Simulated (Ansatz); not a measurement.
## Electronic structure of GaSb in real space

Input

```
crystal:
  lattice:
    - [0.0, 3.0658848221, 3.0658848221]
    - [3.0658848221, 0.0, 3.0658848221]
    - [3.0658848221, 3.0658848221, 0.0]
  atoms:
    - { symbol: Ga, position: [0.0, 0.0, 0.0] }
    - { symbol: Sb, position: [0.25, 0.25, 0.25] }
kpoints:
  mp_grid: { grid: [8, 8, 8] }
  band_path:
    path:
      - [0.0, 0.0, 0.0]
      - [-0.5, -0.5, 0.0]
      - [-0.375, -0.375, 0.25]
      - [-0.375, 0.0, 0.375]
      - [0.0, 0.0, 0.5]
      - [-0.5, -0.25, 0.25]
    npoints: 1
hamiltonian:
  xc: pbe
scf:
  occupations: { method: fermi_dirac, width: 0.02 }
  n_extra_bands: 4
output:
  forces: true
  stress: true
  eigenvalues: true
  write_density: true
  write_potential: true
  elf: true
  volumetric_format: npy
```

Run with:

```sh
ansatz run input.yaml --threads 4 --pin off --max-ram 4608MiB --backend cpu --events-out ev --progress --plain --runs-dir out
```

Below, planes, directions and counts refer to the conventional cell (a = 6.13 Å, b = 6.13 Å, c = 6.13 Å, α = 90.00°, β = 90.00°, γ = 90.00°).

Space group F-43m; started from the measured structure prototype, which need not be the ambient phase.

These are results of DFT, PBE, plane waves, PAW in Ansatz, not measurements.

In a PAW calculation such maps are meaningful between the atoms, not at the nuclei.

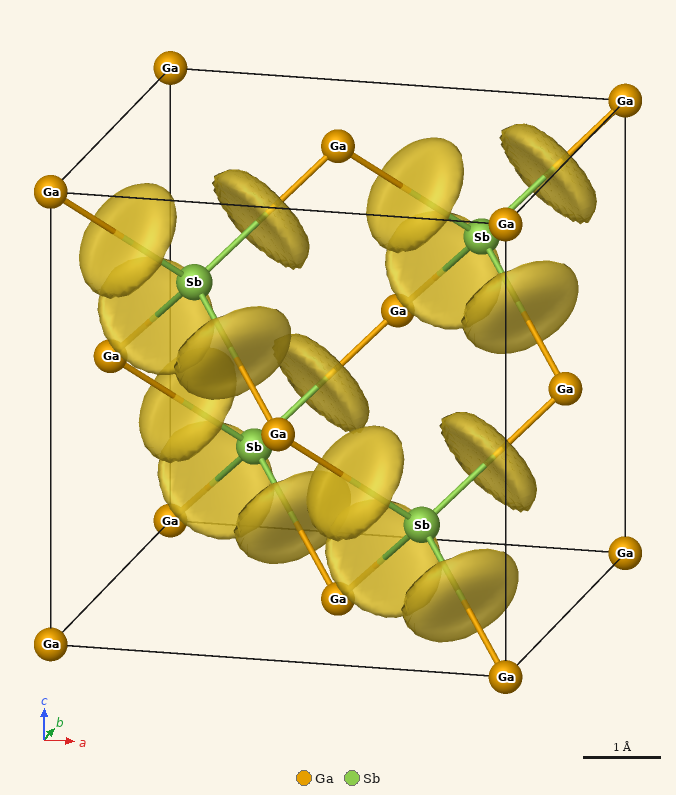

Figure 1. Isosurface of the electron localisation function at 0.6 (yellow), seen slightly off an axis. Only the valence region is drawn (cores and ρ < 0.01 e/Å³ removed). Sticks mark near contacts.

Question: Where are the electrons localised?

Answer: The surface consists of 16 regions between bonded Ga–Sb atoms (shared pairs), counted in one cell of 8 atoms. Regions shared between cells count once. Profiles from the grid: Ga–Sb (2.66 Å): the ELF peaks at about 0.70 between the atoms.

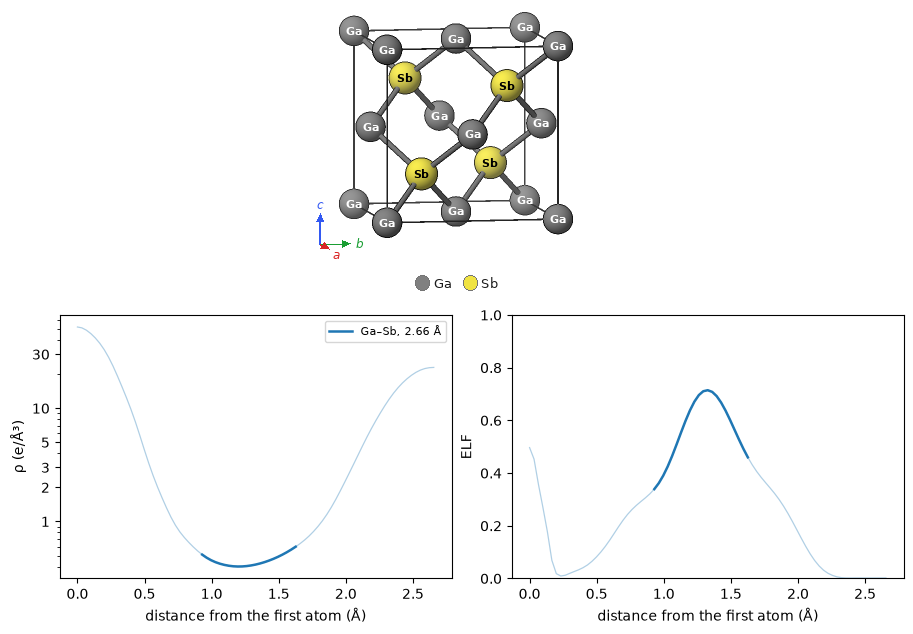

Figure 2. Valence electron density and electron localisation function along straight lines between neighbouring atoms. Thin, pale parts lie inside the atomic spheres. The structure is drawn too.

Question: What can be read from the curves?

Answer: Ga–Sb (2.66 Å): ρ is about 0.42 e/Å³ halfway; the ELF peaks at about 0.70 between the atoms.
